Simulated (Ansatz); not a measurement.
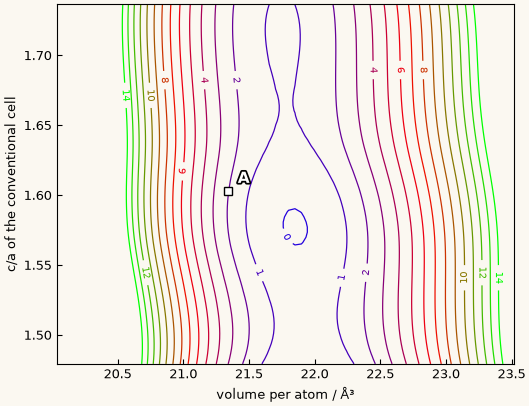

Hg (P6_3/mmc, No. 194; 2 atoms in the cell). The energy is mapped over volume and the cell's shape. Coordinates scanned: (1) volume per atom; (2) c/a of the conventional cell. Nothing is relaxed (symmetry fixes all fractional coordinates). Grid: 9 × 9 points. Points are written as (first, second). Energies are in meV/atom, from the lowest grid point. These are results of Ansatz 0.2.0, DFT PBEsol+D3(BJ), scalar-relativistic, plane waves, PAW, not measurements. Settings: cutoff 420 eV, k-mesh 18×18×10 in the order of the run's cell vectors, gaussian smearing 0.15 eV, no spin polarisation.

In the figure: contour lines labelled in meV/atom (none above 14), the point A. Between grid points the surface is interpolated.

Which way does the force act at A, and how strong is it?

A, at (21.34 Å³, 1.603), is not a stationary point. The computed force is 7.9 meV/atom for each Å³ towards larger values of volume per atom and 13 meV/atom for each unit towards smaller values of c/a of the conventional cell.
